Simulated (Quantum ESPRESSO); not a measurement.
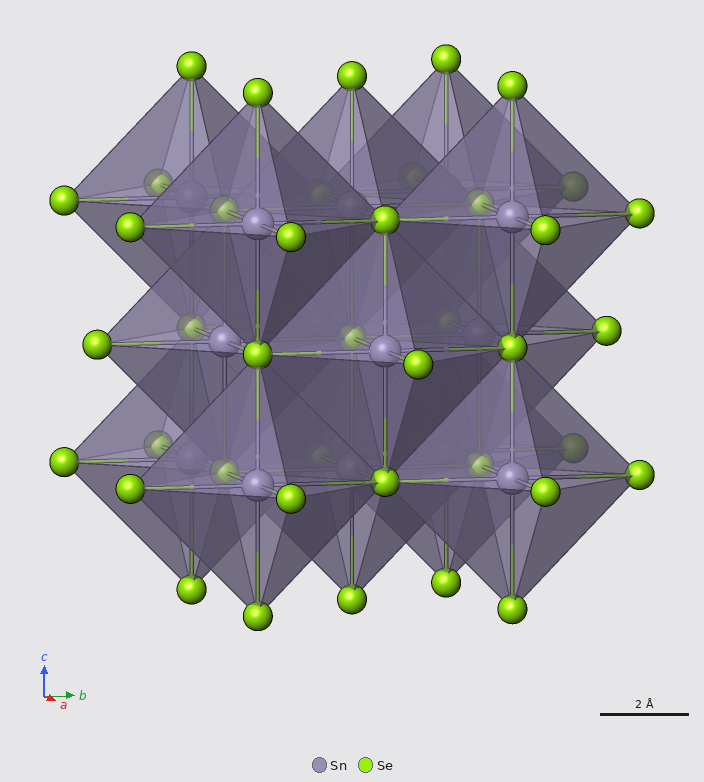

The input geometry (polyhedral view of the cell 4 times as large as that of the calculation, set on its symmetry axes, seen slightly off an axis; polyhedra are completed across the faces of the cell). An atom can appear more than once, as a periodic image.

Band-structure run, with input and output: SnSe (part 1 of 2)

System: SnSe (Fm-3m, 2 atoms in the cell).
Method: Kohn-Sham DFT of a periodic cell, LDA, spin-orbit coupling, PseudoDojo 0.4 FR PBE standard, no spin polarisation (Quantum ESPRESSO 7.5).

The structure derives from an entry of the Crystallography Open Database.

## The input
```
&CONTROL
  calculation = 'scf'
  prefix = 'pwscf'
  outdir = './tmp'
  pseudo_dir = './pseudo'
  tprnfor = .true.
  tstress = .true.
  disk_io = 'low'
/
&SYSTEM
  ibrav = 0
  nat = 2
  ntyp = 2
  ecutwfc = 86
  nbnd = 44
  input_dft = 'pz'
  occupations = 'smearing'
  smearing = 'fd'
  degauss = 0.00367493
  noncolin = .true.
  lspinorb = .true.
/
&ELECTRONS
  conv_thr = 4d-10
  electron_maxstep = 120
  mixing_beta = 0.5
/
ATOMIC_SPECIES
Sn   118.7100 Sn.upf
Se    78.9710 Se.upf
CELL_PARAMETERS angstrom
   0.0000000000    3.0100000000    3.0100000000
   3.0100000000    0.0000000000    3.0100000000
   3.0100000000    3.0100000000    0.0000000000
ATOMIC_POSITIONS crystal
Sn     0.0000000000    0.0000000000    0.0000000000
Se     0.5000000000    0.5000000000    0.5000000000
K_POINTS automatic
8 8 8 0 0 0
```

## File bands.in
```
&CONTROL
  calculation = 'bands'
  prefix = 'pwscf'
  outdir = './tmp'
  pseudo_dir = './pseudo'
  disk_io = 'low'
  verbosity = 'high'
/
&SYSTEM
  ibrav = 0
  nat = 2
  ntyp = 2
  ecutwfc = 86
  nbnd = 44
  input_dft = 'pz'
  occupations = 'smearing'
  smearing = 'fd'
  degauss = 0.00367493
  noncolin = .true.
  lspinorb = .true.
/
&ELECTRONS
  conv_thr = 1d-08
  electron_maxstep = 120
  mixing_beta = 0.5
  diago_full_acc = .true.
/
ATOMIC_SPECIES
Sn   118.7100 Sn.upf
Se    78.9710 Se.upf
CELL_PARAMETERS angstrom
   0.0000000000    3.0100000000    3.0100000000
   3.0100000000    0.0000000000    3.0100000000
   3.0100000000    3.0100000000    0.0000000000
ATOMIC_POSITIONS crystal
Sn     0.0000000000    0.0000000000    0.0000000000
Se     0.5000000000    0.5000000000    0.5000000000
K_POINTS crystal
60
 0.0000000000  0.0000000000  0.0000000000 1
 0.0625000000  0.0000000000  0.0625000000 1
 0.1250000000  0.0000000000  0.1250000000 1
 0.1875000000  0.0000000000  0.1875000000 1
 0.2500000000  0.0000000000  0.2500000000 1
 0.3125000000  0.0000000000  0.3125000000 1
 0.3750000000  0.0000000000  0.3750000000 1
 0.4375000000  0.0000000000  0.4375000000 1
 0.5000000000  0.0000000000  0.5000000000 1
 0.5000000000  0.0625000000  0.5625000000 1
 0.5000000000  0.1250000000  0.6250000000 1
 0.5000000000  0.1875000000  0.6875000000 1
 0.5000000000  0.2500000000  0.7500000000 1
 0.4375000000  0.3125000000  0.7500000000 1
 0.3750000000  0.3750000000  0.7500000000 1
 0.3375000000  0.3375000000  0.6750000000 1
 0.3000000000  0.3000000000  0.6000000000 1
 0.2625000000  0.2625000000  0.5250000000 1
 0.2250000000  0.2250000000  0.4500000000 1
 0.1875000000  0.1875000000  0.3750000000 1
 0.1500000000  0.1500000000  0.3000000000 1
 0.1125000000  0.1125000000  0.2250000000 1
 0.0750000000  0.0750000000  0.1500000000 1
 0.0375000000  0.0375000000  0.0750000000 1
 0.0000000000  0.0000000000  0.0000000000 1
 0.0625000000  0.0625000000  0.0625000000 1
 0.1250000000  0.1250000000  0.1250000000 1
 0.1875000000  0.1875000000  0.1875000000 1
 0.2500000000  0.2500000000  0.2500000000 1
 0.3125000000  0.3125000000  0.3125000000 1
 0.3750000000  0.3750000000  0.3750000000 1
 0.4375000000  0.4375000000  0.4375000000 1
 0.5000000000  0.5000000000  0.5000000000 1
 0.5250000000  0.4500000000  0.5250000000 1
 0.5500000000  0.4000000000  0.5500000000 1
 0.5750000000  0.3500000000  0.5750000000 1
 0.6000000000  0.3000000000  0.6000000000 1
 0.6250000000  0.2500000000  0.6250000000 1
 0.5833333333  0.2500000000  0.6666666667 1
 0.5416666667  0.2500000000  0.7083333333 1
 0.5000000000  0.2500000000  0.7500000000 1
 0.5000000000  0.2857142857  0.7142857143 1
 0.5000000000  0.3214285714  0.6785714286 1
 0.5000000000  0.3571428571  0.6428571429 1
 0.5000000000  0.3928571429  0.6071428571 1
 0.5000000000  0.4285714286  0.5714285714 1
 0.5000000000  0.4642857143  0.5357142857 1
 0.5000000000  0.5000000000  0.5000000000 1
 0.4821428571  0.4821428571  0.5357142857 1
 0.4642857143  0.4642857143  0.5714285714 1
 0.4464285714  0.4464285714  0.6071428571 1
 0.4285714286  0.4285714286  0.6428571429 1
 0.4107142857  0.4107142857  0.6785714286 1
 0.3928571429  0.3928571429  0.7142857143 1
 0.3750000000  0.3750000000  0.7500000000 1
 0.6250000000  0.2500000000  0.6250000000 1
 0.5937500000  0.1875000000  0.5937500000 1
 0.5625000000  0.1250000000  0.5625000000 1
 0.5312500000  0.0625000000  0.5312500000 1
 0.5000000000  0.0000000000  0.5000000000 1
```

Hardware: 1 thread of AMD EPYC (Zen 3), 24 GiB of memory available, shared host.

Run as:
```bash
OMP_NUM_THREADS=1 pw.x -in pw.in > pw.out
OMP_NUM_THREADS=1 pw.x -in bands.in > bands.out
```

## The program's output
```
This program is part of the open-source Quantum ESPRESSO suite
     for quantum simulation of materials; please cite
         "P. Giannozzi et al., J. Phys.:Condens. Matter 21 395502 (2009);
         "P. Giannozzi et al., J. Phys.:Condens. Matter 29 465901 (2017);
         "P. Giannozzi et al., J. Chem. Phys. 152 154105 (2020);
          URL
     in publications or presentations arising from this work. More details at

     IMPORTANT: XC functional enforced from input :
     Exchange-correlation= PZ
                           (   1   1   0   0   0   0   0)
     Any further DFT definition will be discarded
     Please, verify this is what you really want

     Message from routine setup:
     using ibrav=0 with symmetry is DISCOURAGED, use correct ibrav instead

     G-vector sticks info
     --------------------
     sticks:   dense  smooth     PW     G-vecs:    dense   smooth      PW
     Sum        1531    1531    439                39597    39597    6183

     Using Slab Decomposition

     bravais-lattice index     =            0
     lattice parameter (alat)  =       8.0442  a.u.
     unit-cell volume          =     368.0663 (a.u.)^3
     number of atoms/cell      =            2
     number of atomic types    =            2
     number of electrons       =        30.00
     number of Kohn-Sham states=           44
     kinetic-energy cutoff     =      86.0000  Ry
     charge density cutoff     =     344.0000  Ry
     scf convergence threshold =      4.0E-10
     mixing beta               =       0.5000
     number of iterations used =            8  plain     mixing
     Exchange-correlation= PZ
                           (   1   1   0   0   0   0   0)
     Non magnetic calculation with spin-orbit

     celldm(1)=   8.044154  celldm(2)=   0.000000  celldm(3)=   0.000000
     celldm(4)=   0.000000  celldm(5)=   0.000000  celldm(6)=   0.000000

     crystal axes: (cart. coord. in units of alat)
               a(1) = (   0.000000   0.707107   0.707107 )
               a(2) = (   0.707107   0.000000   0.707107 )
               a(3) = (   0.707107   0.707107   0.000000 )

     reciprocal axes: (cart. coord. in units 2 pi/alat)
               b(1) = ( -0.707107  0.707107  0.707107 )
               b(2) = (  0.707107 -0.707107  0.707107 )
               b(3) = (  0.707107  0.707107 -0.707107 )

     PseudoPot. # 1 for Sn read from file:
     Sn.upf
     Pseudo is Norm-conserving + core correction, Zval = 14.0
     Generated using ONCVPSP code by D. R. Hamann
     Using radial grid of 1668 points, 10 beta functions with:
                l(1) =   0
                l(2) =   0
                l(3) =   1
                l(4) =   1
                l(5) =   1
                l(6) =   1
                l(7) =   2
                l(8) =   2
                l(9) =   2
               l(10) =   2

     PseudoPot. # 2 for Se read from file:
     Se.upf
     Pseudo is Norm-conserving + core correction, Zval = 16.0
     Generated using ONCVPSP code by D. R. Hamann
     Using radial grid of 1214 points, 10 beta functions with:
                l(1) =   0
                l(2) =   0
                l(3) =   1
                l(4) =   1
                l(5) =   1
                l(6) =   1
                l(7) =   2
                l(8) =   2
                l(9) =   2
               l(10) =   2

     atomic species   valence    mass     pseudopotential
     Sn               14.00   118.71000     Sn( 1.00)
     Se               16.00    78.97100     Se( 1.00)

     48 Sym. Ops., with inversion, found

   Cartesian axes

     site n.     atom                  positions (alat units)
         1        Sn     tau(   1) = (   0.0000000   0.0000000   0.0000000  )
         2        Se     tau(   2) = (   0.7071068   0.7071068   0.7071068  )

     number of k points=    29  Fermi-Dirac smearing, width (Ry)=  0.0037
                       cart. coord. in units 2pi/alat
        k(    1) = (   0.0000000   0.0000000   0.0000000), wk =   0.0019531
        k(    2) = (   0.0883883   0.0883883  -0.0883883), wk =   0.0156250
        k(    3) = (   0.1767767   0.1767767  -0.1767767), wk =   0.0156250
        k(    4) = (   0.2651650   0.2651650  -0.2651650), wk =   0.0156250
        k(    5) = (  -0.3535534  -0.3535534   0.3535534), wk =   0.0078125
        k(    6) = (   0.1767767   0.0000000   0.0000000), wk =   0.0117188
        k(    7) = (   0.2651650   0.0883883  -0.0883883), wk =   0.0468750
        k(    8) = (   0.3535534   0.1767767  -0.1767767), wk =   0.0468750
        k(    9) = (  -0.2651650  -0.4419417   0.4419417), wk =   0.0468750
        k(   10) = (  -0.1767767  -0.3535534   0.3535534), wk =   0.0468750
        k(   11) = (  -0.0883883  -0.2651650   0.2651650), wk =   0.0468750
        k(   12) = (   0.0000000  -0.1767767   0.1767767), wk =   0.0234375
        k(   13) = (   0.3535534   0.0000000   0.0000000), wk =   0.0117188
        k(   14) = (   0.4419417   0.0883883  -0.0883883), wk =   0.0468750
        k(   15) = (  -0.1767767  -0.5303301   0.5303301), wk =   0.0468750
        k(   16) = (  -0.0883883  -0.4419417   0.4419417), wk =   0.0468750
        k(   17) = (   0.0000000  -0.3535534   0.3535534), wk =   0.0234375
        k(   18) = (   0.5303301  -0.0000000   0.0000000), wk =   0.0117188
        k(   19) = (  -0.0883883  -0.6187184   0.6187184), wk =   0.0468750
        k(   20) = (   0.0000000  -0.5303301   0.5303301), wk =   0.0234375
        k(   21) = (  -0.7071068   0.0000000   0.0000000), wk =   0.0058594
        k(   22) = (   0.3535534   0.1767767   0.0000000), wk =   0.0468750
        k(   23) = (  -0.2651650  -0.4419417   0.6187184), wk =   0.0937500
        k(   24) = (  -0.1767767  -0.3535534   0.5303301), wk =   0.0468750
        k(   25) = (  -0.1767767  -0.5303301   0.7071068), wk =   0.0468750
        k(   26) = (  -0.0883883  -0.4419417   0.6187184), wk =   0.0937500
        k(   27) = (   0.0000000  -0.3535534   0.5303301), wk =   0.0468750
        k(   28) = (  -0.7071068   0.1767767  -0.0000000), wk =   0.0234375
        k(   29) = (  -0.7071068   0.3535534   0.0000000), wk =   0.0117188

     Dense  grid:    39597 G-vectors     FFT dimensions: (  48,  48,  48)

     Initial potential from superposition of free atoms

     starting charge      29.9984, renormalised to      30.0000
     Starting wfcs are   36 randomized atomic wfcs +    8 random wfcs

     Self-consistent Calculation

     iteration #  1     ecut=    86.00 Ry     beta= 0.50
     Davidson diagonalization with overlap
     ethr =  1.00E-02,  avg # of iterations =  7.3

     Threshold (ethr) on eigenvalues was too large:
     Diagonalizing with lowered threshold

     Davidson diagonalization with overlap
     ethr =  2.02E-04,  avg # of iterations =  4.5

     total energy              =    -398.77351496 Ry
     estimated scf accuracy    <       0.06069528 Ry

     iteration #  2     ecut=    86.00 Ry     beta= 0.50
     Davidson diagonalization with overlap
     ethr =  2.02E-04,  avg # of iterations =  2.0

     total energy              =    -398.78845768 Ry
     estimated scf accuracy    <       0.00704219 Ry

     iteration #  3     ecut=    86.00 Ry     beta= 0.50
     Davidson diagonalization with overlap
     ethr =  2.35E-05,  avg # of iterations =  4.9

     total energy              =    -398.78980958 Ry
     estimated scf accuracy    <       0.00047568 Ry

     iteration #  4     ecut=    86.00 Ry     beta= 0.50
     Davidson diagonalization with overlap
     c_bands:  1 eigenvalues not converged
     ethr =  1.59E-06,  avg # of iterations =  6.8

     total energy              =    -398.78986347 Ry
     estimated scf accuracy    <       0.00001785 Ry

     iteration #  5     ecut=    86.00 Ry     beta= 0.50
     Davidson diagonalization with overlap
     ethr =  5.95E-08,  avg # of iterations =  2.0

     total energy              =    -398.78986522 Ry
     estimated scf accuracy    <       0.00000137 Ry

     iteration #  6     ecut=    86.00 Ry     beta= 0.50
     Davidson diagonalization with overlap
     ethr =  4.56E-09,  avg # of iterations =  2.0

     total energy              =    -398.78986534 Ry
     estimated scf accuracy    <       0.00000003 Ry

     iteration #  7     ecut=    86.00 Ry     beta= 0.50
     Davidson diagonalization with overlap
     ethr =  1.02E-10,  avg # of iterations =  3.5

     total energy              =    -398.78986535 Ry
     estimated scf accuracy    <          3.9E-09 Ry

     iteration #  8     ecut=    86.00 Ry     beta= 0.50
     Davidson diagonalization with overlap
     ethr =  1.30E-11,  avg # of iterations =  2.1

     total energy              =    -398.78986535 Ry
     estimated scf accuracy    <          1.4E-09 Ry

     iteration #  9     ecut=    86.00 Ry     beta= 0.50
     Davidson diagonalization with overlap
     ethr =  4.78E-12,  avg # of iterations =  2.0

     End of self-consistent calculation

          k = 0.0000 0.0000 0.0000 (  4957 PWs)   bands (ev):

   -38.4781 -38.4781 -38.4781 -38.4781 -37.5884 -37.5884 -37.5884 -37.5884
   -37.5874 -37.5874 -12.8870 -12.8870 -12.8870 -12.8870 -11.8597 -11.8597
   -11.8597 -11.8597 -11.8592 -11.8592  -4.8107  -4.8107   3.8761   3.8761
     6.6433   6.6433   7.0916   7.0916   7.0916   7.0916  12.8018  12.8018
    13.6069  13.6069  13.6069  13.6069  15.0416  15.0416  15.0416  15.0416
    15.0849  15.0849  17.4168  17.4170

          k = 0.0884 0.0884-0.0884 (  4969 PWs)   bands (ev):

   -38.4781 -38.4781 -38.4781 -38.4781 -37.5884 -37.5884 -37.5884 -37.5884
   -37.5874 -37.5874 -12.8871 -12.8871 -12.8862 -12.8862 -11.8607 -11.8607
   -11.8588 -11.8588 -11.8580 -11.8580  -4.7031  -4.7031   3.3335   3.3335
     6.7531   6.7531   7.1085   7.1085   7.4265   7.4265  12.1366  12.1366
    12.7470  12.7470  12.8688  12.8688  14.9972  14.9972  15.4174  15.4174
    15.4365  15.4365  18.3765  18.3767

          k = 0.1768 0.1768-0.1768 (  4939 PWs)   bands (ev):

   -38.4781 -38.4781 -38.4780 -38.4780 -37.5884 -37.5884 -37.5884 -37.5884
   -37.5873 -37.5873 -12.8874 -12.8874 -12.8842 -12.8842 -11.8632 -11.8632
   -11.8565 -11.8565 -11.8550 -11.8550  -4.4137  -4.4137   2.2954   2.2954
     6.8685   6.8685   7.1684   7.1684   8.0941   8.0941  11.0013  11.0013
    11.4901  11.4901  11.7161  11.7161  15.2723  15.2723  16.3923  16.3923
    16.3960  16.3960  20.3858  20.3859

          k = 0.2652 0.2652-0.2652 (  4958 PWs)   bands (ev):
```
